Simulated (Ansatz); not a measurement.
# Run report: AlN, geometry relaxation (part 1 of 3)

- system: AlN (slab, 16 atoms in the cell)
- method: DFT PBEsol, scalar-relativistic, plane waves, PAW, no spin polarisation (Ansatz 0.2.0)

The structure derives from an entry of the Crystallography Open Database. The input holds or restrains some coordinates. Forces given for the steps count only the free coordinates. It belongs to a series of runs on one base structure; here: upper atoms moved at random (sigma 0.25 Å), then relaxed.

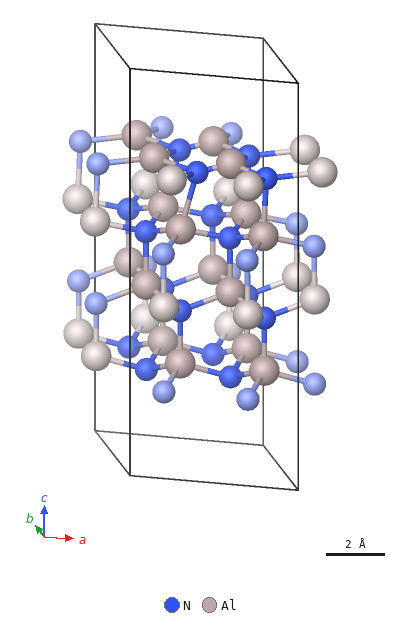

Fig. 1: The input geometry (ball-and-stick view of the 1 × 2 repeat of the cell, with the vacuum cut short, seen slightly off an axis; neighbours outside the cell are drawn fainter). An atom can appear more than once, as a periodic image. Near neighbours in the periodic cell (some may lie outside the picture): N has 3 Al at 1.89 Å; Al has 4 N at 1.79 to 2.15 Å; N has 4 Al at 1.25 to 2.15 Å; Al has 3 N at 1.25 to 2.07 Å.

Results in brief:

```json
{"quantity": "outcome", "value": "converged under the restraints of the input"}
{"quantity": "electrons treated", "value": "64"}
{"quantity": "free energy", "value": "−7239.6791 eV"}
{"quantity": "work function, top face", "value": "4.21 eV"}
{"quantity": "work function, bottom face", "value": "7.78 eV"}
{"quantity": "Fermi energy", "value": "0.506 eV"}
{"quantity": "gap on the k-point mesh", "value": "none (metallic)"}
{"quantity": "final volume", "value": "387.29 Å³"}
{"quantity": "work function (upper face)", "value": "4.21 eV"}
{"quantity": "largest force (length of the vector) at the end, held atoms and coordinates included", "value": "2.734 eV/Å"}
{"quantity": "hardware", "value": "2 threads of Intel Xeon (Sapphire Rapids), 32 GiB of memory available, shared host"}
{"quantity": "wall time", "value": "3.2 min (CPU time 6.4 min)"}
{"quantity": "peak memory", "value": "0.85 GiB"}
```

Notes:

Notes on the run: the exchange-correlation potential is rough where the density is thin.

The input:
```yaml
crystal:
  lattice:
    - [6.2273852928, 0.0, 0.0]
    - [-1.5568463232, 2.6965369313, 0.0]
    - [0.0, 0.0, 23.0632484656]
  atoms:
    - { symbol: "N", position: [0.1666666667, 0.6666666667, 0.3251926983] }
    - { symbol: "N", position: [0.6666666667, 0.6666666667, 0.3251926983] }
    - { symbol: Al, position: [0.3333333333, 0.3333333333, 0.350693167] }
    - { symbol: Al, position: [0.8333333333, 0.3333333333, 0.350693167] }
    - { symbol: "N", position: [0.3333333333, 0.3333333333, 0.4332307432] }
    - { symbol: "N", position: [0.8333333333, 0.3333333333, 0.4332307432] }
    - { symbol: Al, position: [0.1666666667, 0.6666666667, 0.4587312119] }
    - { symbol: Al, position: [0.6666666667, 0.6666666667, 0.4587312119] }
    - { symbol: "N", position: [0.1613487265, 0.6479275493, 0.5427020542] }
    - { symbol: "N", position: [0.6596514389, 0.6446064004, 0.5441834115] }
    - { symbol: Al, position: [0.3362047361, 0.3364698762, 0.5616256615] }
    - { symbol: Al, position: [0.826985424, 0.3257689505, 0.5625464577] }
    - { symbol: "N", position: [0.4376624442, 0.3825821878, 0.6516185886] }
    - { symbol: "N", position: [0.846745032, 0.3602659817, 0.6523114654] }
    - { symbol: Al, position: [0.2155942731, 0.6998605837, 0.6585062889] }
    - { symbol: Al, position: [0.6642939147, 0.6142745832, 0.6622719169] }
basis:
  ecutwfc: 420
kpoints:
  mp_grid: { grid: [5, 9, 1] }
hamiltonian:
  xc: pbesol
scf:
  occupations: { method: gaussian, width: 0.05 }
output:
  forces: true
  eigenvalues: true
  write_density: true
  write_potential: true
  elf: true
  volumetric_format: npy
relax:
  adjacent_minimum: "off"
  f_tol: 0.02
  max_steps: 90
  constraints: [{ sites: [0, 1, 2, 3, 4, 5, 6, 7] }]
efield:
  axis: 3
  dipole_correction: true
  ramp_width: 0.04
```

Launched with:
```bash
ansatz run input.yaml --threads 2 --pin off --max-ram 5120MiB --backend cpu --events-out ev --progress --plain --runs-dir out
```

Output:
```
Engine: ansatz 0.2.0, x86_64-unknown-linux-gnu
Pseudopotentials: kind: paw
Pseudopotential: N, paw, valence charge 5, recommended cutoff 420 eV (normal), N.paw.azcp
Pseudopotential: Al, paw, valence charge 3, recommended cutoff 420 eV (normal), Al.paw.azcp
Functional definition: PBEsol
  exchange = pbesol_x
  correlation = pbesol_c
Crystal: 16 atoms, lattice volume = 387.287 Å³
Basis set: ecut = 420 eV, 7585 PW (Γ), exchange–correlation on 90×48×320 points (8 copies of the dense FFT grid, shifted against one another)
Bands: 48, of which v1, the nominal top of the filled ones, is band 32 counted from 1 (31 counted from 0)
Symmetry: 1 space group operations
Space group: P1 (ITA 1), of the structure as read, at distance tolerance 7.3e-5 Å
k-points: 23 of 45 (time reversal used)
Non-local potential: N, projectors of the file, l = 0: 2, l = 1: 2, l = 2: 1
Non-local potential: Al, projectors of the file, l = 0: 2, l = 1: 2, l = 2: 1
PAW form: soft (Blöchl's): semilocal exchange-correlation on the pseudo side does not see the compensation charge
PAW frozen core: N, regenerated for the run's functional, and the local potential with it (the file was generated under x = pbe(κ = 0.804, μ = 0.2195149727645171), c = pbe(β = 0.06672455060314922))
PAW frozen core: Al, regenerated for the run's functional, and the local potential with it (the file was generated under x = pbe(κ = 0.804, μ = 0.2195149727645171), c = pbe(β = 0.06672455060314922))
PAW one-centre angular grid: N, 110 points (default); XC on 64 Gauss nodes
PAW one-centre angular grid: Al, 110 points (default); XC on 64 Gauss nodes
Initial density: superposition of atomic densities (neutral atoms: chi_scale 0, normalization atom), corrected by the library's trained network
Initial wavefunctions: pseudopotential atomic-orbital guess
Functional: x = pbesol(κ = 0.804, μ = 0.12345679012345678), c = pbesol(β = 0.046)
SCF iter   1: F=—  HF=-7229.657549 eV  |F-HF|=—  |Δ(HF+E_count)|=         —  Δρ=1.71e-2  dr2=1.83e1  ethr=1.77e-3  p=0.385 e·Å  D=1.80e-1 V/Å  ΔV_dip=-4.15 eV  dr2_dipole=1.13e1  V_vac-E_F(+/−)=3.19/7.34 eV  ⟨swp⟩=11.3  Hψ=7788  notcnv=0  defer=117
efield: sawtooth ramp at fractional position 0.9737 (placed from the atoms, in the widest stretch of the axis that holds none; the zero of the levels goes with the place), width 0.0400; the density the first Hamiltonian is built on has a dipole p = 0.385 e·Å; the dipole correction subtracts the counter field D = 1.80e-1 V/Å, which shifts the + side's vacuum level by -4.15 eV against the − side's; the planar-averaged density in the ramp window peaks in size at 1.1e-5 e/Å³
preconditioner: auto → LDOS  [insulator: Δε(μ)=0.191 eV  Ē_g=11.476 eV  σ=0.050 eV  W_gap=0.78  n_scr=42 (ndim 8)  ℏωp=15.1 eV  f_vac=0.504  D(μ)=2.05/eV (n_scr^D=6)  ε∞_Penn≈2.7  β→1.0]
SCF iter   2: F=—  HF=-7283.024811 eV  |F-HF|=—  |Δ(HF+E_count)|=    5.34e1  Δρ=1.63e-1  dr2=2.81e3  ethr=1.77e-3  p=1.242 e·Å  D=5.81e-1 V/Å  ΔV_dip=-13.39 eV  dr2_dipole=2.13e3  V_vac-E_F(+/−)=-1.89/11.50 eV  ⟨swp⟩=9.0  Hψ=3702  notcnv=0  defer=241  recentre
SCF iter   3: F=—  HF=-7229.391793 eV  |F-HF|=—  |Δ(HF+E_count)|=    5.36e1  Δρ=1.13e-2  dr2=9.34e0  ethr=1.77e-3  p=0.412 e·Å  D=1.93e-1 V/Å  ΔV_dip=-4.44 eV  dr2_dipole=5.45e0  V_vac-E_F(+/−)=2.98/7.43 eV  ⟨swp⟩=4.8  Hψ=2896  notcnv=0  defer=194
SCF iter   4: F=—  HF=-7229.057582 eV  |F-HF|=—  |Δ(HF+E_count)|=   3.34e-1  Δρ=4.48e-3  dr2=3.28e-1  ethr=1.77e-3  p=0.437 e·Å  D=2.04e-1 V/Å  ΔV_dip=-4.71 eV  dr2_dipole=3.13e-4  V_vac-E_F(+/−)=2.91/7.62 eV  ⟨swp⟩=1.5  Hψ=1322  notcnv=0  defer=229
SCF iter   5: F=—  HF=-7229.010405 eV  |F-HF|=—  |Δ(HF+E_count)|=   4.72e-2  Δρ=3.00e-3  dr2=2.48e-1  ethr=5.12e-4  p=0.452 e·Å  D=2.11e-1 V/Å  ΔV_dip=-4.88 eV  dr2_dipole=1.53e-1  V_vac-E_F(+/−)=2.88/7.75 eV  ⟨swp⟩=4.3  Hψ=2159  notcnv=0  defer=198
SCF iter   6: F=—  HF=-7228.996442 eV  |F-HF|=—  |Δ(HF+E_count)|=   1.40e-2  Δρ=1.95e-3  dr2=1.03e-1  ethr=3.88e-4  p=0.453 e·Å  D=2.12e-1 V/Å  ΔV_dip=-4.88 eV  dr2_dipole=7.57e-2  V_vac-E_F(+/−)=2.92/7.80 eV  ⟨swp⟩=2.8  Hψ=1240  notcnv=0  defer=198
SCF iter   7: F=—  HF=-7228.992802 eV  |F-HF|=—  |Δ(HF+E_count)|=   3.64e-3  Δρ=1.22e-3  dr2=4.15e-2  ethr=1.61e-4  p=0.451 e·Å  D=2.11e-1 V/Å  ΔV_dip=-4.86 eV  dr2_dipole=3.21e-2  V_vac-E_F(+/−)=2.99/7.84 eV  ⟨swp⟩=3.0  Hψ=1199  notcnv=0  defer=198
SCF iter   8: F=—  HF=-7228.991176 eV  |F-HF|=—  |Δ(HF+E_count)|=   1.63e-3  Δρ=7.16e-4  dr2=6.62e-3  ethr=6.49e-5  p=0.438 e·Å  D=2.05e-1 V/Å  ΔV_dip=-4.72 eV  dr2_dipole=4.36e-3  V_vac-E_F(+/−)=3.13/7.85 eV  ⟨swp⟩=1.4  Hψ=1194  notcnv=0  defer=201
SCF iter   9: F=—  HF=-7228.990998 eV  |F-HF|=—  |Δ(HF+E_count)|=   1.77e-4  Δρ=3.54e-4  dr2=1.95e-3  ethr=1.03e-5  p=0.427 e·Å  D=1.99e-1 V/Å  ΔV_dip=-4.60 eV  dr2_dipole=4.73e-4  V_vac-E_F(+/−)=3.26/7.86 eV  ⟨swp⟩=2.0  Hψ=1462  notcnv=0  defer=196
SCF iter  10: F=—  HF=-7228.991295 eV  |F-HF|=—  |Δ(HF+E_count)|=   2.97e-4  Δρ=1.43e-4  dr2=1.11e-4  ethr=3.04e-6  p=0.414 e·Å  D=1.93e-1 V/Å  ΔV_dip=-4.46 eV  dr2_dipole=3.32e-5  V_vac-E_F(+/−)=3.39/7.85 eV  ⟨swp⟩=3.1  Hψ=1733  notcnv=0  defer=196
SCF iter  11: F=—  HF=-7228.991299 eV  |F-HF|=—  |Δ(HF+E_count)|=   3.87e-6  Δρ=9.58e-5  dr2=4.99e-5  ethr=1.74e-7  p=0.412 e·Å  D=1.93e-1 V/Å  ΔV_dip=-4.44 eV  dr2_dipole=2.12e-5  V_vac-E_F(+/−)=3.40/7.85 eV  ⟨swp⟩=3.0  Hψ=2174  notcnv=0  defer=192
iter 12 did not close the SCF: its close was put off until two iterations running show no level that it waits for move by more than its bar (scf_convergence_deferred on its scf_iter line)
SCF iter  12: F=-7228.991293 eV  HF=-7228.991297 eV  |F-HF|=4.40e-6  |Δ(HF+E_count)|=   1.44e-6  Δρ=3.99e-5  dr2=9.29e-6  ethr=1.56e-8  p=0.412 e·Å  D=1.92e-1 V/Å  ΔV_dip=-4.44 eV  dr2_dipole=9.52e-7  V_vac-E_F(+/−)=3.41/7.85 eV  ⟨swp⟩=31.5  Hψ=15242  notcnv=0
iter 13 did not close the SCF: its close was put off until two iterations running show no level that it waits for move by more than its bar (scf_convergence_deferred on its scf_iter line)
SCF iter  13: F=-7228.991299 eV  HF=-7228.991298 eV  |F-HF|=5.92e-7  |Δ(HF+E_count)|=   1.03e-6  Δρ=1.26e-5  dr2=9.49e-7  ethr=1.45e-8  p=0.411 e·Å  D=1.92e-1 V/Å  ΔV_dip=-4.43 eV  dr2_dipole=1.08e-8  V_vac-E_F(+/−)=3.41/7.85 eV  ⟨swp⟩=17.4  Hψ=10876  notcnv=0
SCF iter  14: F=-7228.991299 eV  HF=-7228.991299 eV  |F-HF|=5.44e-8  |Δ(HF+E_count)|=   7.09e-7  Δρ=7.12e-6  dr2=4.80e-7  ethr=1.48e-9  p=0.411 e·Å  D=1.92e-1 V/Å  ΔV_dip=-4.43 eV  dr2_dipole=1.24e-7  V_vac-E_F(+/−)=3.41/7.85 eV  ⟨swp⟩=15.0  Hψ=9820  notcnv=0
SCF 1 converged in 14 iterations: F = -7228.991299 eV  dr2 = 4.80e-7
  greatest PAW one-centre occupation: 0.832 electrons in one spin orbital (limit 2), on the N atom at site 12 (counted from 0), in its partial waves of l = 0
relax step   1: F+E_penalty+E_count = -7228.99129911 eV  Δ(F+E_penalty+E_count) = +0.000e0 eV  max|allowed force component| = 4.528e1 eV/Å  Δτ_max = 0.0000 Å  (14 SCF iters, dr2 threshold 1.00e-5 eV, accepted)
Initial density: handed on by an earlier stage of this run
Initial wavefunctions: those handed on with the density
iter 1 solved again at ethr=2.67e-3 eV; its pass at ethr=3.10e-3 eV (dr2=1.71e0 eV) is discarded
SCF iter   1: F=—  HF=-7237.130588 eV  |F-HF|=—  |Δ(HF+E_count)|=         —  Δρ=1.74e-2  dr2=1.71e0  ethr=2.67e-3  p=0.411 e·Å  D=1.92e-1 V/Å  ΔV_dip=-4.43 eV  dr2_dipole=2.94e-1  V_vac-E_F(+/−)=3.44/7.87 eV  ⟨swp⟩=1.0  Hψ=5297  notcnv=0  defer=169
efield: sawtooth ramp at fractional position 0.9737 (handed on by an earlier solve), width 0.0400; the density the first Hamiltonian is built on has a dipole p = 0.411 e·Å; the dipole correction subtracts the counter field D = 1.92e-1 V/Å, which shifts the + side's vacuum level by -4.43 eV against the − side's; the planar-averaged density in the ramp window peaks in size at 4.8e-6 e/Å³
preconditioner: auto → LDOS  [metal: Δε(μ)=0.033 eV  Ē_g=11.487 eV  σ=0.050 eV  W_gap=0.35  n_scr=42 (ndim 8)  ℏωp=15.1 eV  f_vac=0.495  D(μ)=8.25/eV (n_scr^D=36)  β→1.0]
SCF iter   2: F=—  HF=-7237.010835 eV  |F-HF|=—  |Δ(HF+E_count)|=   1.20e-1  Δρ=1.28e-2  dr2=1.15e0  ethr=2.67e-3  p=0.405 e·Å  D=1.89e-1 V/Å  ΔV_dip=-4.36 eV  dr2_dipole=2.97e-2  V_vac-E_F(+/−)=3.49/7.86 eV  ⟨swp⟩=3.5  Hψ=2108  notcnv=0  defer=173
SCF iter   3: F=—  HF=-7236.683162 eV  |F-HF|=—  |Δ(HF+E_count)|=   3.28e-1  Δρ=3.56e-3  dr2=1.50e-1  ethr=1.80e-3  p=0.392 e·Å  D=1.83e-1 V/Å  ΔV_dip=-4.23 eV  dr2_dipole=4.39e-2  V_vac-E_F(+/−)=3.63/7.85 eV  ⟨swp⟩=3.1  Hψ=2150  notcnv=0  defer=205
SCF iter   4: F=—  HF=-7236.663263 eV  |F-HF|=—  |Δ(HF+E_count)|=   1.99e-2  Δρ=1.38e-3  dr2=1.24e-2  ethr=2.34e-4  p=0.388 e·Å  D=1.81e-1 V/Å  ΔV_dip=-4.18 eV  dr2_dipole=2.96e-3  V_vac-E_F(+/−)=3.67/7.85 eV  ⟨swp⟩=2.8  Hψ=1793  notcnv=0  defer=205
SCF iter   5: F=—  HF=-7236.661983 eV  |F-HF|=—  |Δ(HF+E_count)|=   1.28e-3  Δρ=6.23e-4  dr2=3.69e-3  ethr=1.93e-5  p=0.386 e·Å  D=1.81e-1 V/Å  ΔV_dip=-4.16 eV  dr2_dipole=1.62e-3  V_vac-E_F(+/−)=3.68/7.85 eV  ⟨swp⟩=2.9  Hψ=2022  notcnv=0  defer=205
SCF iter   6: F=—  HF=-7236.662054 eV  |F-HF|=—  |Δ(HF+E_count)|=   7.11e-5  Δρ=2.71e-4  dr2=7.76e-4  ethr=5.76e-6  p=0.385 e·Å  D=1.80e-1 V/Å  ΔV_dip=-4.15 eV  dr2_dipole=3.50e-4  V_vac-E_F(+/−)=3.70/7.84 eV  ⟨swp⟩=2.2  Hψ=1440  notcnv=0  defer=205
SCF iter   7: F=—  HF=-7236.662121 eV  |F-HF|=—  |Δ(HF+E_count)|=   6.62e-5  Δρ=1.33e-4  dr2=1.21e-4  ethr=1.21e-6  p=0.384 e·Å  D=1.79e-1 V/Å  ΔV_dip=-4.13 eV  dr2_dipole=2.44e-5  V_vac-E_F(+/−)=3.71/7.84 eV  ⟨swp⟩=2.0  Hψ=1242  notcnv=0  defer=205
SCF iter   8: F=-7236.662127 eV  HF=-7236.662142 eV  |F-HF|=1.58e-5  |Δ(HF+E_count)|=   2.18e-5  Δρ=6.41e-5  dr2=2.62e-5  ethr=1.56e-7  p=0.383 e·Å  D=1.79e-1 V/Å  ΔV_dip=-4.13 eV  dr2_dipole=1.44e-6  V_vac-E_F(+/−)=3.71/7.84 eV  ⟨swp⟩=27.7  Hψ=14393  notcnv=0
SCF 2 converged in 8 iterations: F = -7236.662127 eV  dr2 = 2.62e-5
[... from here on the iterations of each SCF are left out, up to the last one ...]
relax step   2: F+E_penalty+E_count = -7236.66212656 eV  Δ(F+E_penalty+E_count) = -7.671e0 eV  max|allowed force component| = 1.591e1 eV/Å  Δτ_max = 0.1943 Å  (8 SCF iters, dr2 threshold 1.00e-4 eV, accepted)
efield: sawtooth ramp at fractional position 0.9737 (handed on by an earlier solve), width 0.0400; the density the first Hamiltonian is built on has a dipole p = 0.383 e·Å; the dipole correction subtracts the counter field D = 1.79e-1 V/Å, which shifts the + side's vacuum level by -4.13 eV against the − side's; the planar-averaged density in the ramp window peaks in size at 4.3e-6 e/Å³
preconditioner: auto → LDOS  [metal: Δε(μ)=0.031 eV  Ē_g=11.547 eV  σ=0.050 eV  W_gap=0.32  n_scr=42 (ndim 8)  ℏωp=15.1 eV  f_vac=0.489  D(μ)=7.66/eV (n_scr^D=34)  β→1.0]
SCF 3 converged in 9 iterations: F = -7238.892697 eV  dr2 = 1.86e-5
  Residual-converged pass: ⟨swp⟩=1.0  Hψ=1196  notcnv=0  max |occ|·‖R‖ = 7.1e-9 eV (tolerance 1.0e-8 eV)  dr2=1.86e-5  dr2_onsite=3.80e-7  max |Δocc| = 2.5e-10
relax step   3: F+E_penalty+E_count = -7238.89269654 eV  Δ(F+E_penalty+E_count) = -2.231e0 eV  max|allowed force component| = 6.078e0 eV/Å  Δτ_max = 0.1904 Å  (9 SCF iters, dr2 threshold 1.00e-4 eV, accepted)
efield: sawtooth ramp at fractional position 0.9737 (handed on by an earlier solve), width 0.0400; the density the first Hamiltonian is built on has a dipole p = 0.359 e·Å; the dipole correction subtracts the counter field D = 1.68e-1 V/Å, which shifts the + side's vacuum level by -3.87 eV against the − side's; the planar-averaged density in the ramp window peaks in size at 3.7e-6 e/Å³
preconditioner: auto → LDOS  [metal: Δε(μ)=0.028 eV  Ē_g=11.538 eV  σ=0.050 eV  W_gap=0.29  n_scr=42 (ndim 8)  ℏωp=15.1 eV  f_vac=0.486  D(μ)=8.77/eV (n_scr^D=42)  β→1.0]
SCF 4 converged in 10 iterations: F = -7239.590421 eV  dr2 = 1.10e-5
  Residual-converged pass: ⟨swp⟩=1.0  Hψ=1196  notcnv=0  max |occ|·‖R‖ = 7.1e-9 eV (tolerance 1.0e-8 eV)  dr2=1.10e-5  dr2_onsite=2.52e-7  max |Δocc| = 3.3e-10
```
